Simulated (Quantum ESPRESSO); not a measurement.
**A series of single points on Bi**

System: Bi (2 atoms in the cell).
Method: Kohn-Sham DFT of a periodic cell, PBEsol, PseudoDojo 0.4.1 SR PBEsol standard, no spin polarisation (Quantum ESPRESSO 7.5).

The 7 runs differ only in the geometry, by an even scaling of the cell at fixed fractional positions. The structure derives from an entry of the Crystallography Open Database.

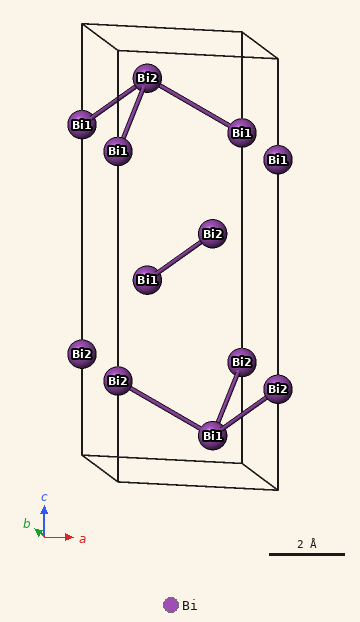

Figure 1. The structure of run 4 (ball-and-stick view of the cell 3 times as large as that of the calculation, set on its symmetry axes, seen slightly off an axis; atoms are numbered from 1 in the order of the input).

**Input of run 4**
```
&CONTROL
  calculation = 'scf'
  prefix = 'pwscf'
  outdir = './tmp'
  pseudo_dir = './pseudo'
  tprnfor = .true.
  tstress = .true.
  disk_io = 'nowf'
/
&SYSTEM
  ibrav = 0
  nat = 2
  ntyp = 1
  ecutwfc = 66
  nbnd = 22
  occupations = 'smearing'
  smearing = 'fd'
  degauss = 0.00367493
/
&ELECTRONS
  conv_thr = 4d-10
  electron_maxstep = 120
  mixing_beta = 0.5
/
ATOMIC_SPECIES
Bi   208.9804 Bi.upf
CELL_PARAMETERS angstrom
   2.2675000000    1.3091417354    3.9380000000
  -2.2675000000    1.3091417354    3.9380000000
   0.0000000000   -2.6182834708    3.9380000000
ATOMIC_POSITIONS crystal
Bi     0.7660000000    0.7660000000    0.7660000000
Bi     0.2340000000    0.2340000000    0.2340000000
K_POINTS automatic
7 7 7 0 0 0
```

Command:
```bash
OMP_NUM_THREADS=1 pw.x -in pw.in > pw.out
```

Run 5 differs from it as follows:
```diff
-   2.2675000000    1.3091417354    3.9380000000
-  -2.2675000000    1.3091417354    3.9380000000
-   0.0000000000   -2.6182834708    3.9380000000
+   2.2825169939    1.3178118009    3.9640802302
+  -2.2825169939    1.3178118009    3.9640802302
+   0.0000000000   -2.6356236018    3.9640802302
```

**Results, with one run withheld**

```csv
run,volume per atom (Å³),"free energy per atom, from the lowest run given (meV)",pressure (GPa),gap on the mesh (eV)
1,32.965,17.67,3.13,0.30
2,33.667,6.63,1.84,0.28
3,34.368,0.94,0.69,0.27
4,35.070,0.00,−0.34,0.26
5,35.771,?,?,?
6,36.472,10.43,−2.07,0.24
7,37.174,20.92,−2.80,0.24
```

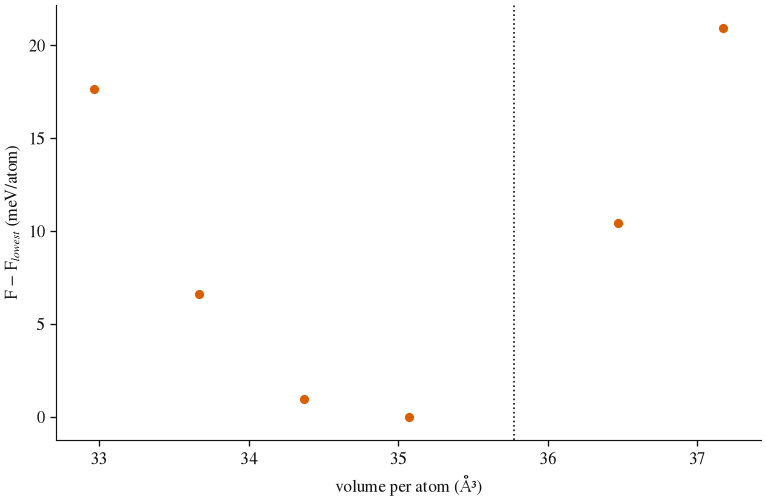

Figure 2. Free energy per atom of the runs given; the dotted line marks run 5.

What should run 5 give?

A cubic polynomial in V^(−2/3) (the Birch–Murnaghan form), fitted to the 6 runs given, misses them by at most 0.01 meV per atom. With x = V^(−2/3) − 0.09364 Å⁻², it reads F = −0.17757 − 179.01 x + 1.3882e+06 x² + 4.9963e+06 x³ (meV per atom). At run 5 it gives 3.32 meV per atom, and the run itself gives 3.32. The slope of the fit gives a pressure −dF/dV of −1.21 GPa there, and the run prints −1.25 GPa. The fit has its minimum at 34.863 Å³ per atom, where V d²F/dV² gives 49.8 GPa. Cell shape and fractional positions are held, so this is the stiffness under even scaling; the relaxed bulk modulus wasn't computed. The gap on the mesh goes, without turning, from 0.30 eV in run 1 to 0.24 eV in run 7; run 5 has 0.25 eV. These are gaps of this functional on this mesh, which can miss the band edges; they aren't the measured gap.

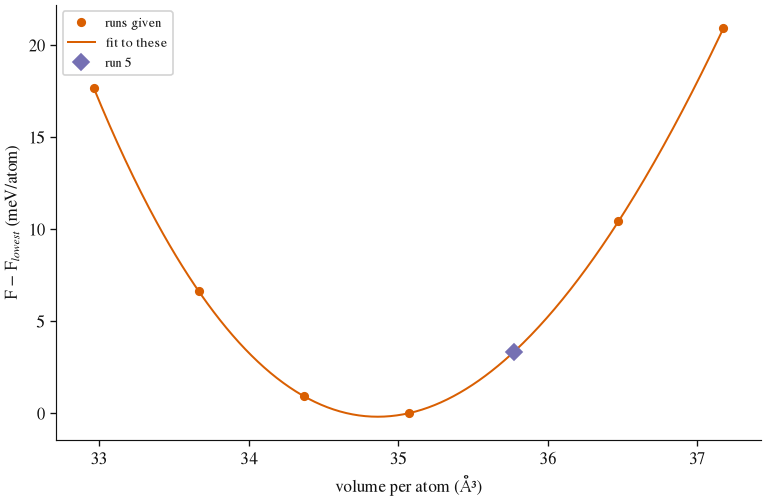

Figure 3. The fit and the withheld run.

**Some lines of the output (run 5)**
```
[...]
     unit-cell volume          =     482.7894 (a.u.)^3
     number of k points=    44  Fermi-Dirac smearing, width (Ry)=  0.0037
     total energy              =    -327.71366588 Ry
     total energy              =    -327.71380663 Ry
     total energy              =    -327.71386586 Ry
     total energy              =    -327.71387098 Ry
     total energy              =    -327.71387131 Ry
     total energy              =    -327.71387137 Ry
     total energy              =    -327.71387138 Ry
     the Fermi energy is     9.3422 ev
!    total energy              =    -327.71387138 Ry
     The total energy is F=E-TS. E is the sum of the following terms:
     Computing stress (Cartesian axis) and pressure
          total   stress  (Ry/bohr**3)                   (kbar)     P=      -12.51
```

Notes: Spin–orbit coupling is left out, which matters for Bi.
